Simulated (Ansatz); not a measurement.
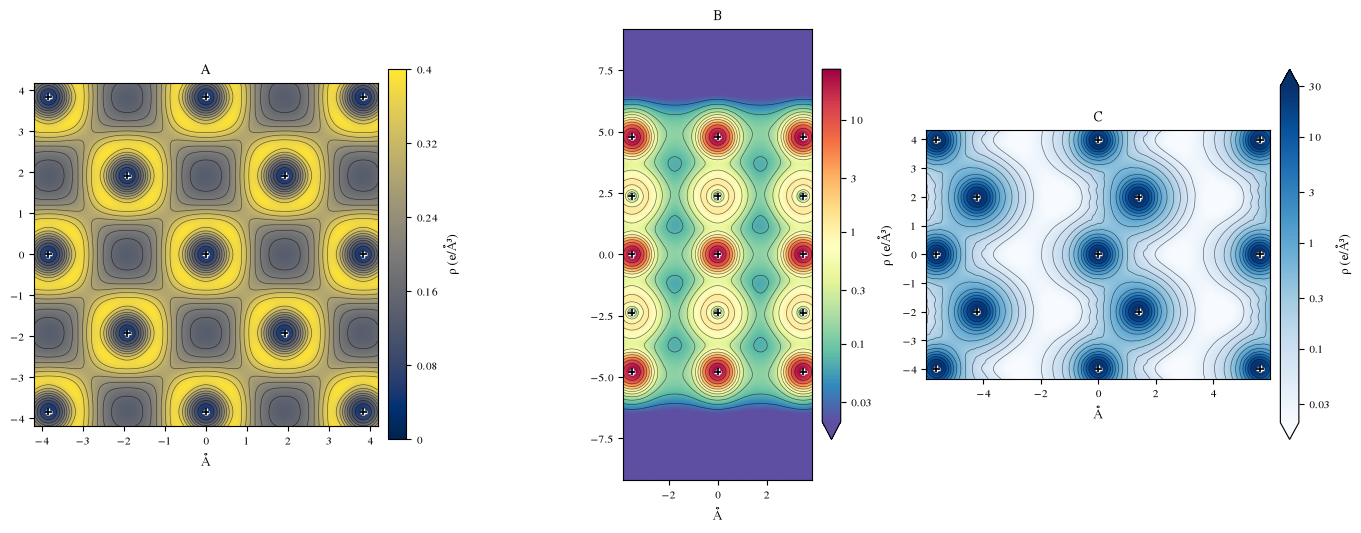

The valence electron density of 3 systems, each on a plane through atoms (crosses mark nuclei in the plane).

Computed with Ansatz 0.2.0, DFT PBEsol, scalar-relativistic, plane waves, PAW.

System 1: ZnSe, the (011) plane of the conventional cell. Space group F-43m.

```
CELL_PARAMETERS angstrom
5.63320 0.00000 0.00000
0.00000 0.00000 -5.63320
0.00000 5.63320 0.00000
ATOMIC_POSITIONS crystal
Zn 0.50000 0.50000 0.00000
Zn 0.00000 0.50000 0.50000
Zn 0.00000 0.00000 0.00000
Zn 0.50000 0.00000 0.50000
Se 0.25000 0.75000 0.25000
Se 0.75000 0.75000 0.75000
Se 0.75000 0.25000 0.25000
Se 0.25000 0.25000 0.75000
```

System 2: Si, the (100) plane of the conventional cell. Space group Fm-3m; a generated structure, not necessarily the stable one.

```xyz
4
Lattice="3.8386 0.0000 0.0000 0.0000 3.8386 0.0000 0.0000 0.0000 3.8386" Properties=species:S:1:pos:R:3 pbc="T T T"
Si    0.0000    0.0000    0.0000
Si    1.9193    1.9193    0.0000
Si    1.9193    0.0000    1.9193
Si    0.0000    1.9193    1.9193
```

System 3: MnS (slab), the (100) plane of the calculation cell, a cut from vacuum to vacuum. The program warned that this state isn't the lowest known; spin-polarised.

Match each panel to its system.

Panel A is system 2, Si: the plane holds Si. Si–Si (2.71 Å): ρ at the midpoint is about 0.29 e/Å³. Panel B is system 3, MnS: the plane holds Mn and S. Mn–S (2.37 Å): ρ is about 0.47 e/Å³ halfway. Panel C is system 1, ZnSe: the plane holds Zn and Se. Zn–Se (2.44 Å): ρ is about 0.47 e/Å³ halfway.
